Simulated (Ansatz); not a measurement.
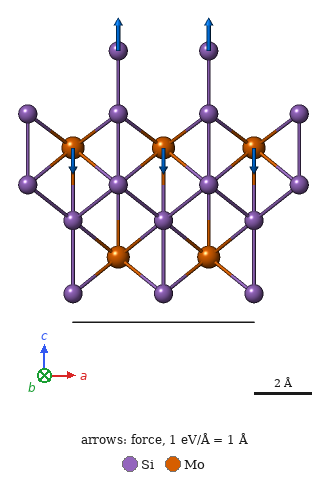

Starting geometry of a slab of composition Si5Mo2 (cut from the I4/mmm phase) with the computed forces as blue arrows. Style: ball-and-stick. Shown: the 2 × 2 repeat of the cell, outlined in the plane, without the vacuum, along the b axis.

Case: Si put at a top Si site. The slab is the (0 0 1) face of Si2Mo with Si on it. 3 atoms are held fixed.

Method: DFT PBEsol, scalar-relativistic, plane waves, PAW in Ansatz. Set-up: plane-wave cutoff 420 eV; k-point mesh 9 × 9 × 1; occupations gaussian; smearing width 0.1 eV; no spin polarisation; dipole correction; atoms relaxed in a fixed cell; force threshold 0.03 eV/Å; at most 70 steps.

What follows when this structure is relaxed?

Answer. It isn't relaxed: the largest force vector, on a Si atom, is 1.19 eV/Å. The final displacements follow the starting forces only in part (cosine between the two patterns 0.64). The largest move is that of a Si atom, 0.25 Å along the normal (+c). Largest moves by element: Si 0.25 Å, Mo 0.01 Å. The cell stays as it was. Near-neighbour distances that change, for instance: Si–Si 2.220 → 2.336 Å, Si–Si 2.500 → 2.605 Å, Mo–Si 2.553 → 2.626 Å, Mo–Si 2.548 → 2.582 Å. Bond angles that change, for instance: Mo–Si–Mo 124.2° → 118.4°, Si–Si–Mo 62.1° → 59.2°, Mo–Si–Si 117.9° → 120.8°. Over 3 geometry steps the energy falls by 0.140 eV per cell of the calculation. The largest force component goes from 1.2 to 0.0071 eV/Å. Cost: 30 s on 1 thread of Intel(R) Xeon(R) Platinum 8559C (Emerald Rapids), with other jobs on the host, peak memory 0.52 GiB.

Limits of the set-up: the periodic images lie only 3.2 Å apart, so the values are limited by the cell's size.
